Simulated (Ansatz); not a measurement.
PtSe₂ (space group R3m, No. 160): the input geometry of an electronic-structure calculation (not necessarily at equilibrium); the starting structure was generated, so it need not be a known form of this composition.

```xyz
9
Lattice="3.6410 0.0000 0.0000 -1.8205 3.1532 0.0000 0.0000 0.0000 16.4535" Properties=species:S:1:pos:R:3 pbc="T T T"
Pt    0.0000    0.0000    0.0126
Se    0.0000    2.1021    4.0259
Se    1.8205    1.0511    1.4460
Pt    1.8205    1.0511    5.4971
Se    0.0000    0.0000    9.5104
Se    0.0000    2.1021    6.9305
Pt    0.0000    2.1021   10.9816
Se    1.8205    1.0511   14.9949
Se    0.0000    0.0000   12.4150
```

Describe how the polyhedra about Pt are linked (bonds: Pt–Se below 2.9 Å).

Pt: PtSe6 trigonal prism, sharing edges with six neighbours.

They form layers of edge-sharing trigonal prisms parallel to (001).

Centre to centre across a shared edge: 3.64 Å.

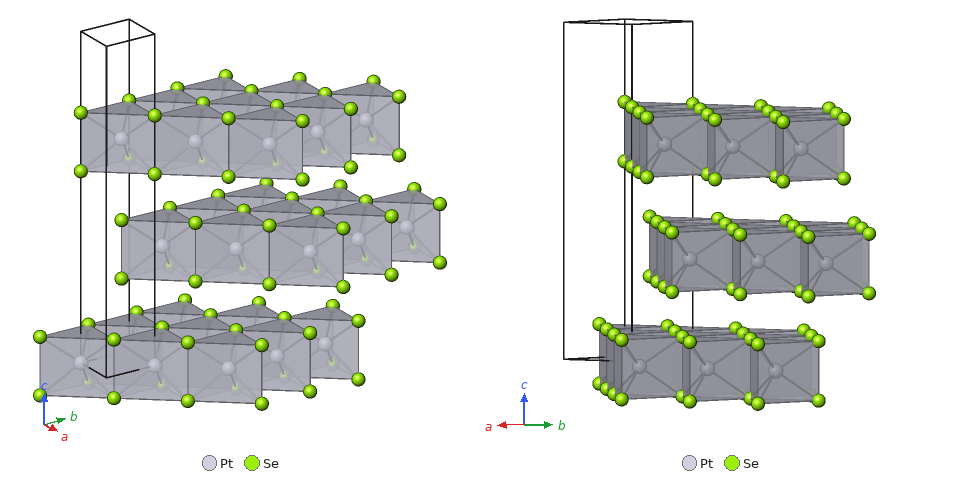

Polyhedra are drawn about Pt (bonds: Pt–Se below 2.9 Å); other atoms are plain spheres. Two views of the same piece.
